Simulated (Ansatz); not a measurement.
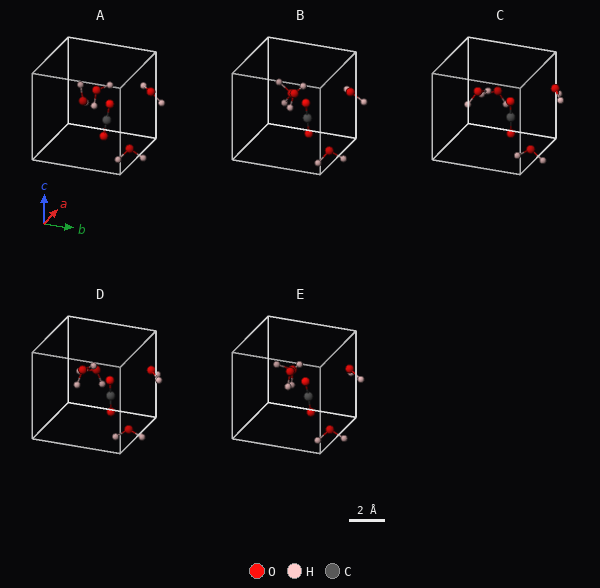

5 geometries from one relaxation of an amorphous cell of composition H₈CO₆, in shuffled order. Style: ball-and-stick. Shown: the cell of the calculation (origin shifted), from a free direction.

The cell holds 4 H2O + 1 CO2. The run prepares the start of a later molecular dynamics calculation, from a guessed geometry.

Computed with DFT PBEsol, scalar-relativistic, plane waves, PAW (Ansatz 0.2.0). (plane-wave cutoff 420 eV; k-point mesh 1 × 1 × 1; occupations fermi dirac; smearing width 0.05 eV; no spin polarisation; atoms relaxed in a fixed cell; force threshold 0.3 eV/Å; at most 15 steps)

Put them in the order of the run, from the start to the converged end.

Answer. A, B, E, D, C. They are steps 0, 4, 7, 11, 14, at +3.076 eV per cell of the calculation, +1.468 eV per cell of the calculation, +0.767 eV per cell of the calculation, +0.137 eV per cell of the calculation relative to the last. The atom that moves furthest is an H atom (1.56 Å roughly along [−1 −3 0]). By element the largest moves are H 1.56 Å, O 1.10 Å, C 0.49 Å. The cell stays as it was. Among the contacts that change: H–O 0.969 → 1.015 Å, H–O 0.969 → 0.985 Å, C–O 1.179 → 1.169 Å. Among the angles between lasting bonds that change: H–O–H 104.0° → 108.9°, O–C–O 180.0° → 177.2°. Over 14 geometry steps the energy falls by 3.076 eV per cell of the calculation. The largest force component goes from 1.4 to 0.17 eV/Å.

Limits of the set-up: the program's low-accuracy preset was used; the periodic images lie only 5.5 Å apart, so the values are limited by the cell's size.
